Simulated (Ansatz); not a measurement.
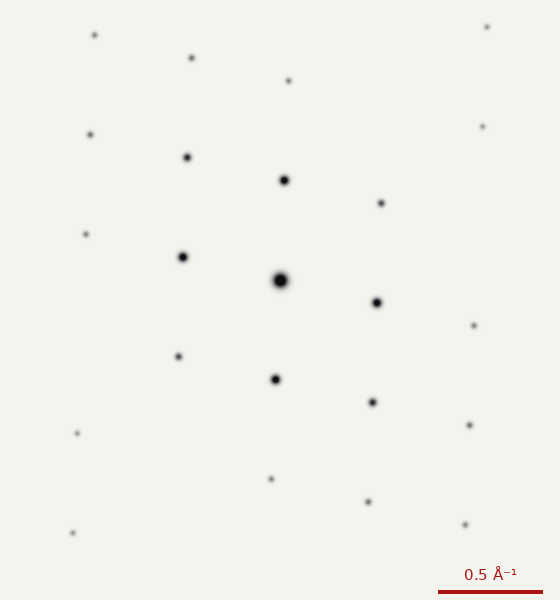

Simulated selected-area electron diffraction pattern (80 kV, kinematic approximation, thin crystal, B = 0.3 Å² for all atoms).

Phase: Si, space group P6_3/mmc (No. 194), a = 2.70 Å, c = 4.55 Å (hexagonal axes). Structure: the end point of a relaxation with DFT, PBE, plane waves (420 eV) with PAW, scalar-relativistic in Ansatz; the starting structure was generated, so it need not be a known form of this composition.

Q: Measure the pattern against the scale bar and name the zone.

A: The spots form a centred rectangular net with both shortest vectors at d = 2.08 Å, 79.2° apart. They index as 0 1 -1 and -1 1 1, so the zone axis is [211] (or an equivalent direction of <211>).

Q: Which reflections of this zone are missing, and why?

A: A glide plane extinguishes reflections such as 1 1 -3, 2 -1 -3. In a thicker crystal double diffraction can put intensity into those places emptied by glide planes or screw axes that lie on the net of the visible spots, but never into those emptied by centring.

Q: List the strongest reflections.

A: Strongest reflections with d > 0.80 Å, one of each family (|F|² from tabulated Gaussian fits of the electron scattering factors, times a small damping for the curvature of the Ewald sphere):

| hkl | d (Å) | I (strongest = 100) |
| --- | --- | --- |
| 1 -1 -1 | 2.081 | 100 |
| 1 -2 0 | 1.351 | 38 |
| 1 0 -2 | 1.632 | 17 |
| 2 -3 -1 | 0.868 | 7 |
| 2 -2 -2 | 1.040 | 4 |
| 2 0 -4 | 0.816 | 2 |
